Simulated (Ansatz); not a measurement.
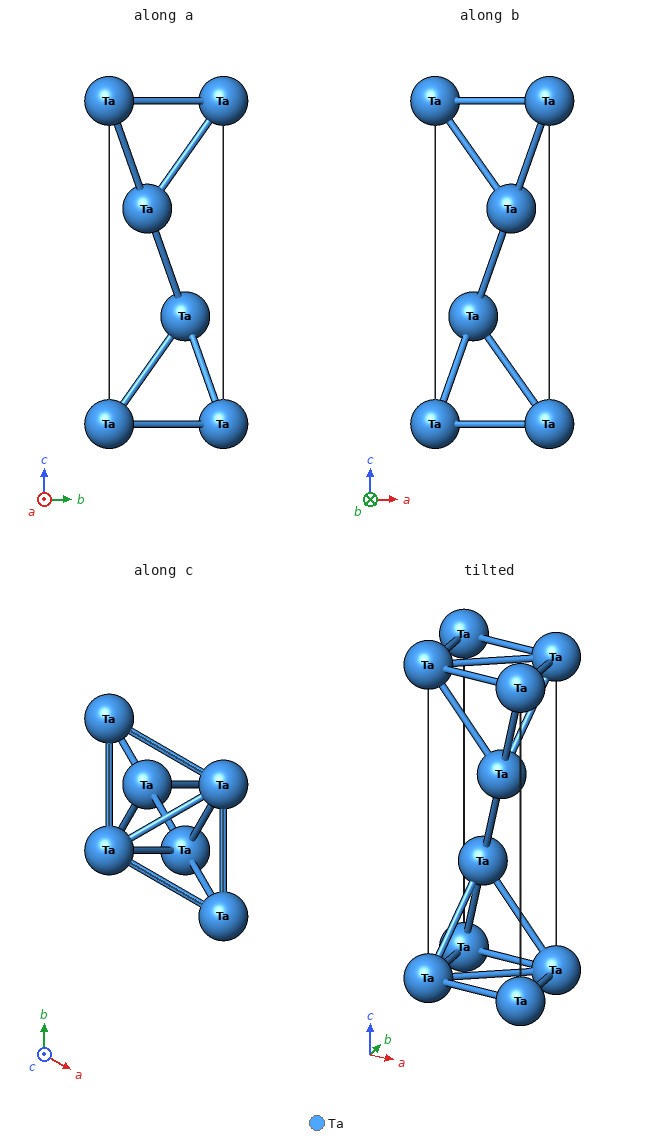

View along the a axis, along the b axis, along the c axis and slightly off an axis, drawn as a ball-and-stick model. Lines trace the edges of the unit cell.

Lattice parameters: a = 2.974 Å, b = 2.974 Å, c = 7.292 Å, α = 90.00°, β = 90.00°, γ = 120.00°. Put a along x and b in the xy plane.

Question: Convert the drawing into a POSCAR file.

Answer:
```
Ta
1.0
     2.974    0.000    0.000
    -1.487    2.576    0.000
     0.000    0.000    7.292
Ta
3
Direct
  0.0000 0.0000 0.0000
  0.3333 0.6667 0.3333
  0.6667 0.3333 0.6667
```

The structure comes from a structure type filled with this element by a generator (whether the element takes this form wasn't checked). Earlier steps of the study may have refined or changed the cell and positions. It was the input of a calculation with Ansatz.
